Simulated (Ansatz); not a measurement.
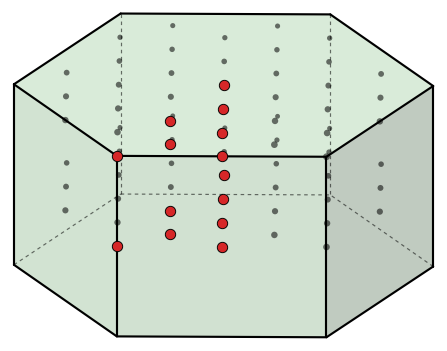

The Γ-centred 6×6×2 k-point mesh of a calculation on AlN (DFT, HSE06, plane waves, PAW in Ansatz 0.2.0), folded into the first Brillouin zone of the 4-atom cell that was run; each point of the zone's surface is drawn once. One point of each star is marked in colour. Space group P6_3mc.

```
Al N
1.0
     3.10669    0.00000    0.00000
    -1.55335    2.69048    0.00000
     0.00000    0.00000    4.97859
Al N
2 2
Direct
  0.33333 0.66667 0.99920
  0.66667 0.33333 0.49920
  0.33333 0.66667 0.38080
  0.66667 0.33333 0.88080
```

Question: To how many irreducible points do the crystal's point group and time reversal reduce the mesh (magnetic order left aside)?

Answer: 14 of 72.

Question: List one member of each star with its weight, in the reciprocal vectors of this cell.

Answer:
```csv
k₁,k₂,k₃,weight
0,0,0,1
1/6,0,0,6
0,0,1/2,1
1/3,−1/6,0,6
1/6,0,1/2,6
1/3,0,0,6
1/3,−1/6,1/2,6
1/3,0,1/2,6
1/2,−1/6,0,12
1/2,0,0,3
1/2,−1/6,1/2,12
1/2,0,1/2,3
2/3,−1/3,0,2
2/3,−1/3,1/2,2
```

Question: How fine is the mesh?

Answer: Spacing |bᵢ|/nᵢ = 0.389, 0.389, 0.631 1/Å (2π included).
